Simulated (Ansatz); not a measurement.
**Mg$_{5}$O$_{6}$: a changed input and its effect**

System: Mg$_{5}$O$_{6}$ (slab, 11 atoms in the cell).
Method of run 1: DFT r2SCAN, scalar-relativistic, plane waves, PAW, no spin polarisation (Ansatz 0.2.0).

The structure derives from an entry of the Crystallography Open Database. Text and figures count atoms from 1; the logs count them from 0 in places.

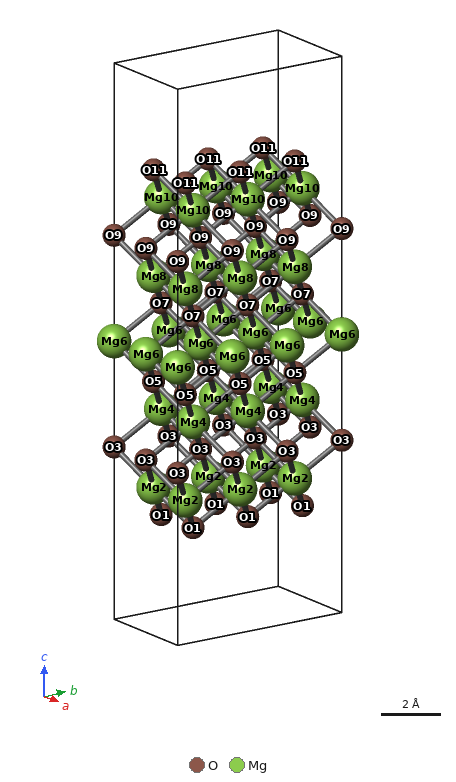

The input geometry (ball-and-stick view of the 2 × 3 repeat of the cell, with the vacuum cut short, seen slightly off an axis; atoms are numbered from 1 in the order of the input).

Input, run 1:
```yaml
crystal:
  lattice:
    - [2.9728306127, 0.0, 0.0]
    - [-1.4864153063, 2.5745468317, 0.0]
    - [0.0, 0.0, 27.1365301546]
  atoms:
    - { symbol: O, position: [0.3333333333, 0.6666666667, 0.2763802136] }
    - { symbol: Mg, position: [0.6666666667, 0.3333333333, 0.3211041709] }
    - { symbol: O, position: [0.0, 0.0, 0.3658281281] }
    - { symbol: Mg, position: [0.3333333333, 0.6666666667, 0.4105520854] }
    - { symbol: O, position: [0.6666666667, 0.3333333333, 0.4552760427] }
    - { symbol: Mg, position: [0.0, 0.0, 0.5] }
    - { symbol: O, position: [0.3333333333, 0.6666666667, 0.5447239573] }
    - { symbol: Mg, position: [0.6666666667, 0.3333333333, 0.5894479146] }
    - { symbol: O, position: [0.0, 0.0, 0.6341718719] }
    - { symbol: Mg, position: [0.3333333333, 0.6666666667, 0.6788958291] }
    - { symbol: O, position: [0.6666666667, 0.3333333333, 0.7236197864] }
basis:
  ecutwfc: 500
kpoints:
  mp_grid: { grid: [9, 9, 1] }
hamiltonian:
  xc: r2scan
scf:
  occupations: { method: gaussian, width: 0.05 }
  n_extra_bands: 30
output:
  forces: true
  stress: true
  eigenvalues: true
efield:
  axis: 3
  dipole_correction: true
  ramp_width: 0.04
```

Launched with:
```bash
ansatz run input.yaml --threads 1 --pin off --max-ram 2560MiB --backend cpu --events-out ev --progress --plain --runs-dir out
```

Hardware: 1 thread of Intel Xeon Gold (Sapphire Rapids), 64 GiB of memory available, shared host.

Output, shortened to warnings, some set-up lines, iterations and results (run 1):
```
Basis set: ecut = 500 eV, 5355 PW (Γ), exchange–correlation on 96×96×800 points (64 copies of the dense FFT grid, shifted against one another)
Symmetry: 6 space group operations
k-points: 12 of 81 (time reversal used)
Initial density: superposition of atomic densities (neutral atoms: chi_scale 0, normalization atom), corrected by the library's trained network
[...]
SCF iter   1: F=—  HF=-13052.460015 eV  |F-HF|=—  |Δ(HF+E_count)|=         —  Δρ=1.22e-2  dr2=4.28e-1  dr2_τ=3.44e-1  ethr=1.77e-3  p=0.000 e·Å  D=8.28e-15 V/Å  ΔV_dip=-0.00 …
SCF iter   2: F=—  HF=-13052.887054 eV  |F-HF|=—  |Δ(HF+E_count)|=   4.27e-1  Δρ=2.25e-2  dr2=5.12e0  dr2_τ=9.29e-2  ethr=4.98e-4  p=0.000 e·Å  D=1.11e-5 V/Å  ΔV_dip=-0.00 eV …
SCF iter   3: F=—  HF=-13052.829080 eV  |F-HF|=—  |Δ(HF+E_count)|=   5.80e-2  Δρ=9.34e-3  dr2=3.21e-1  dr2_τ=3.06e-3  ethr=4.98e-4  p=-0.000 e·Å  D=-7.73e-6 V/Å  ΔV_dip=0.00 …
SCF iter   4: F=—  HF=-13052.809114 eV  |F-HF|=—  |Δ(HF+E_count)|=   2.00e-2  Δρ=5.17e-3  dr2=1.98e-1  dr2_τ=4.47e-3  ethr=3.73e-4  p=-0.000 e·Å  D=-1.87e-5 V/Å  ΔV_dip=0.00 …
SCF iter   5: F=—  HF=-13052.783256 eV  |F-HF|=—  |Δ(HF+E_count)|=   2.59e-2  Δρ=3.58e-3  dr2=1.12e-1  dr2_τ=1.63e-3  ethr=2.30e-4  p=-0.000 e·Å  D=-1.26e-5 V/Å  ΔV_dip=0.00 …
[... 6 lines ...]
SCF iter  12: F=—  HF=-13052.761283 eV  |F-HF|=—  |Δ(HF+E_count)|=   1.28e-4  Δρ=2.95e-4  dr2=2.71e-4  dr2_τ=5.83e-6  ethr=1.03e-7  p=-0.000 e·Å  D=-5.90e-7 V/Å  ΔV_dip=0.00 …
SCF iter  13: F=—  HF=-13052.761275 eV  |F-HF|=—  |Δ(HF+E_count)|=   8.18e-6  Δρ=1.74e-4  dr2=1.04e-4  dr2_τ=2.10e-6  ethr=1.03e-7  p=0.000 e·Å  D=1.09e-7 V/Å  ΔV_dip=-0.00 …
SCF iter  14: F=—  HF=-13052.761268 eV  |F-HF|=—  |Δ(HF+E_count)|=   7.42e-6  Δρ=3.36e-5  dr2=4.64e-6  dr2_τ=1.38e-7  ethr=1.03e-7  p=-0.000 e·Å  D=-9.35e-7 V/Å  ΔV_dip=0.00 …
SCF iter  15: F=-13052.761267 eV  HF=-13052.761267 eV  |F-HF|=1.12e-8  |Δ(HF+E_count)|=   3.68e-7  Δρ=4.56e-6  dr2=3.84e-8  dr2_τ=5.14e-9  ethr=1.16e-10  p=-0.000 e·Å  …
SCF 1 converged in 15 iterations: F = -13052.761267 eV  dr2 = 3.84e-8
SCF converged after 15 iterations
Free energy (F): -13052.761267 eV
Harris-Foulkes:  -13052.761267 eV  (|F-HF|=1.12e-8)
Internal energy: -13052.747724 eV  (E = F + TS)
E sigma→0 (E₀):  -13052.754496 eV
Entropy (-TS):   -0.013543 eV (-1.231 meV/atom)
Fermi energy:    -1.661837 eV
Dipole field:    D = 0.000001 V/Å  (p = 0.000002 e·Å, saw-weighted, corrected)
Work function:   Φ+ = 10.4539 eV   Φ− = 10.4540 eV
Levels:          The Fermi level and band energies are counted from a zero that moves with the ramp; work functions are not
--- Per-component energies (eV) ---
  E_band       = -2371.028500
  E_kinetic    = 1445.922964
  E_local      = -115115.108733  (includes V_loc(G=0)·N_el)
  E_nonlocal   = 761.585931
  E_hartree    = 55877.609946
  E_xc         = -583.460943
  E_vxc        = -843.635949  (∫ρ·V_xc dr)
  E_paw        = -2437.205340  (= ΣΔE_a)
  E_vpaw       = -431.070618  (= ΣTr[D̂ρ^β])
  E_aug_tail   = 0.006147  (compensation charges beyond the density's cutoff)
  E_vtau       = 56.007102  (kinetic-family band-sum trace: ∫τ·v_τ [+ j·A + Jᵃ·Aᵃ] dr)
  E_efield     = 0.000000  (sawtooth field / dipole correction)
  E_vefield    = 0.000000  (∫n·V_field dr)
  E_ewald      = 46998.224989
  E_core_change = -0.322686  (= ΣΔE_core)
  E_smearing   = -0.013543  (= −TS)
  E_closure    = -0.000000  (closes the sum)
  Σ components = -13052.761267   (vs F -13052.761267, Δ=0.00e0)
--- Forces (eV/Å), atoms counted from 1 ---
  atom   1  O      0.00000000    -0.00000000     0.76967232
  atom   2  Mg    -0.00000000     0.00000000    -1.02226047
  atom   3  O      0.00000000    -0.00000000     0.32276586
  atom   4  Mg    -0.00000000     0.00000000    -0.10616656
  atom   5  O      0.00000000    -0.00000000     0.04659915
  atom   6  Mg    -0.00000000     0.00000000    -0.00001008
  atom   7  O     -0.00000000     0.00000000    -0.04657556
  atom   8  Mg     0.00000000    -0.00000000     0.10616353
  atom   9  O     -0.00000000     0.00000000    -0.32278067
  atom  10  Mg     0.00000000    -0.00000000     1.02225244
  atom  11  O     -0.00000000     0.00000000    -0.76965560
  max |Σ_I F_I| component: 4.36e-6 eV/Å
--- Stress (GPa, compression-positive) ---
       -0.969651       0.000000      -0.000000
        0.000000      -0.969651      -0.000000
        0.000000      -0.000000      -1.052521
  P = ⅓ Tr σ = -0.9973 GPa (-9.973 kbar)
```

The input of run 2 differs as follows (lines with − go, lines with + come):
```diff
-  occupations: { method: gaussian, width: 0.05 }
-  n_extra_bands: 30
+  occupations: { method: methfessel_paxton, width: 0.2 }
```

What does this change do to the results?

The total energy of run 2 is 0.7 meV per atom higher, which comes with the changed settings and measures no stability. The largest force goes from 1.022 to 1.101 eV/Å. The work function goes from 10.45 to 10.39 eV. The SCF takes 14 iterations against 15.

Output, shortened to warnings, some set-up lines, iterations and results (run 2):
```
Basis set: ecut = 500 eV, 5355 PW (Γ), exchange–correlation on 96×96×800 points (64 copies of the dense FFT grid, shifted against one another)
Symmetry: 6 space group operations
k-points: 12 of 81 (time reversal used)
Initial density: superposition of atomic densities (neutral atoms: chi_scale 0, normalization atom), corrected by the library's trained network
[...]
SCF iter   1: F=—  HF=-13052.447177 eV  |F-HF|=—  |Δ(HF+E_count)|=         —  Δρ=1.43e-2  dr2=4.94e-1  dr2_τ=3.47e-1  ethr=1.77e-3  p=0.000 e·Å  D=8.28e-15 V/Å  ΔV_dip=-0.00 …
SCF iter   2: F=—  HF=-13052.839885 eV  |F-HF|=—  |Δ(HF+E_count)|=   3.93e-1  S|Δr|=    0.00e0  Δρ=2.10e-2  dr2=1.60e0  dr2_τ=4.63e-2  ethr=5.74e-4  p=0.000 e·Å  D=1.20e-5 …
SCF iter   3: F=—  HF=-13052.790199 eV  |F-HF|=—  |Δ(HF+E_count)|=   4.97e-2  S|Δr|=    0.00e0  Δρ=7.96e-3  dr2=2.59e-1  dr2_τ=2.38e-3  ethr=5.74e-4  p=-0.000 e·Å  D=-2.87e-6 …
SCF iter   4: F=—  HF=-13052.770789 eV  |F-HF|=—  |Δ(HF+E_count)|=   1.94e-2  S|Δr|=    0.00e0  Δρ=3.45e-3  dr2=1.21e-1  dr2_τ=1.79e-3  ethr=3.02e-4  p=-0.000 e·Å  D=-1.68e-5 …
SCF iter   5: F=—  HF=-13052.761790 eV  |F-HF|=—  |Δ(HF+E_count)|=   9.00e-3  S|Δr|=    0.00e0  Δρ=3.43e-3  dr2=8.20e-2  dr2_τ=1.34e-3  ethr=1.40e-4  p=-0.000 e·Å  D=-4.30e-6 …
[... 5 lines ...]
SCF iter  11: F=—  HF=-13052.749319 eV  |F-HF|=—  |Δ(HF+E_count)|=   1.80e-4  S|Δr|=    0.00e0  Δρ=7.14e-5  dr2=8.65e-6  dr2_τ=8.53e-7  ethr=1.06e-7  p=0.000 e·Å  D=5.14e-7 …
SCF iter  12: F=—  HF=-13052.749324 eV  |F-HF|=—  |Δ(HF+E_count)|=   5.16e-6  S|Δr|=    0.00e0  Δρ=2.03e-5  dr2=9.92e-7  dr2_τ=5.58e-8  ethr=1.01e-8  p=-0.000 e·Å  D=-1.05e-6 …
SCF iter  13: F=—  HF=-13052.749325 eV  |F-HF|=—  |Δ(HF+E_count)|=   8.65e-7  S|Δr|=    0.00e0  Δρ=6.90e-6  dr2=2.77e-7  dr2_τ=7.56e-9  ethr=1.15e-9  p=0.000 e·Å  D=2.32e-7 …
SCF iter  14: F=-13052.749325 eV  HF=-13052.749325 eV  |F-HF|=3.31e-9  |Δ(HF+E_count)|=   1.55e-8  S|Δr|=    0.00e0  Δρ=2.64e-6  dr2=1.24e-8  dr2_τ=1.09e-9  ethr=1.16e-10  …
SCF 1 converged in 14 iterations: F = -13052.749325 eV  dr2 = 1.24e-8
SCF converged after 14 iterations
Stability not checked: this state was not tested for a lower state beside it, because cold or Methfessel-Paxton smearing, or corrected tetrahedra, fill the levels in a way that the test cannot read (fill_not_monotonic; see scf.lower_state_search)
Free energy (F): -13052.749325 eV
Harris-Foulkes:  -13052.749325 eV  (|F-HF|=3.31e-9)
Internal energy: -13052.741330 eV  (E = F + TS)
E sigma→0 (E₀):  -13052.747326 eV
Entropy (-TS):   -0.007995 eV (-0.727 meV/atom)
Fermi energy:    -1.607098 eV
Dipole field:    D = -0.000064 V/Å  (p = -0.000074 e·Å, saw-weighted, corrected)
Work function:   Φ+ = 10.3902 eV   Φ− = 10.3885 eV
Levels:          The Fermi level and band energies are counted from a zero that moves with the ramp; work functions are not
--- Per-component energies (eV) ---
  E_band       = -2370.532295
  E_kinetic    = 1445.999776
  E_local      = -115115.749110  (includes V_loc(G=0)·N_el)
  E_nonlocal   = 761.590727
  E_hartree    = 55878.160996
  E_xc         = -583.445808
  E_vxc        = -843.627696  (∫ρ·V_xc dr)
  E_paw        = -2437.206361  (= ΣΔE_a)
  E_vpaw       = -431.078106  (= ΣTr[D̂ρ^β])
  E_aug_tail   = 0.006148  (compensation charges beyond the density's cutoff)
  E_vtau       = 56.014328  (kinetic-family band-sum trace: ∫τ·v_τ [+ j·A + Jᵃ·Aᵃ] dr)
  E_efield     = 0.000000  (sawtooth field / dipole correction)
  E_vefield    = 0.000000  (∫n·V_field dr)
  E_ewald      = 46998.224989
  E_core_change = -0.322686  (= ΣΔE_core)
  E_smearing   = -0.007995  (= −TS)
  E_closure    = -0.000000  (closes the sum)
  Σ components = -13052.749325   (vs F -13052.749325, Δ=0.00e0)
--- Forces (eV/Å), atoms counted from 1 ---
  atom   1  O      0.00000000    -0.00000000     0.85104705
  atom   2  Mg    -0.00000000     0.00000000    -1.10073404
  atom   3  O      0.00000000    -0.00000000     0.31797579
  atom   4  Mg    -0.00000000     0.00000000    -0.10277422
  atom   5  O      0.00000000    -0.00000000     0.04376621
  atom   6  Mg    -0.00000000     0.00000000    -0.00000444
  atom   7  O     -0.00000000     0.00000000    -0.04375747
  atom   8  Mg     0.00000000    -0.00000000     0.10277165
  atom   9  O     -0.00000000     0.00000000    -0.31797732
  atom  10  Mg     0.00000000    -0.00000000     1.10078550
  atom  11  O     -0.00000000     0.00000000    -0.85110494
  max |Σ_I F_I| component: 6.24e-6 eV/Å
--- Stress (GPa, compression-positive) ---
       -0.868610       0.000000       0.000000
        0.000000      -0.868610      -0.000000
        0.000000      -0.000000      -1.207032
  P = ⅓ Tr σ = -0.9814 GPa (-9.814 kbar)
```

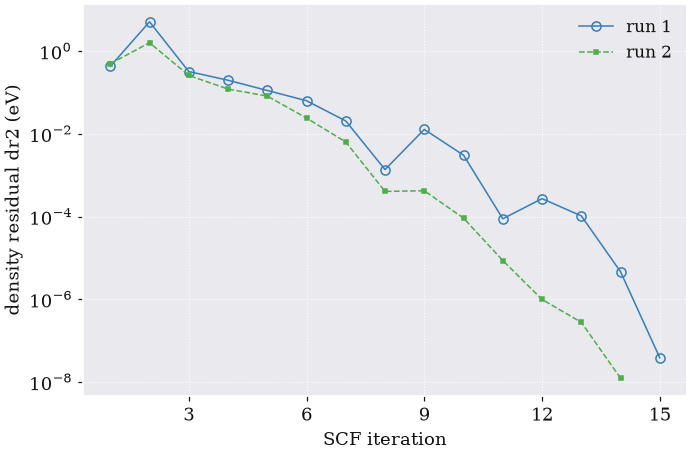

Convergence of the two runs: density residual dr2 against the SCF iteration. Run 1 takes 15 iterations in all, and run 2 takes 14.

The two runs side by side:

```csv
quantity,run 1,run 2
outcome,converged,converged
free energy per atom (eV),−1186.6147,−1186.6136
"energy per atom, smearing taken to zero (eV)",−1186.6140,−1186.6134
gap on the mesh (eV),0.00,0.00
work function (eV),10.45,10.39
largest force (eV/Å),1.022,1.101
SCF iterations,15,14
irreducible k-points,12,12
plane waves at Γ,5355,5355
wall time (shared host),22 s,18 s
```
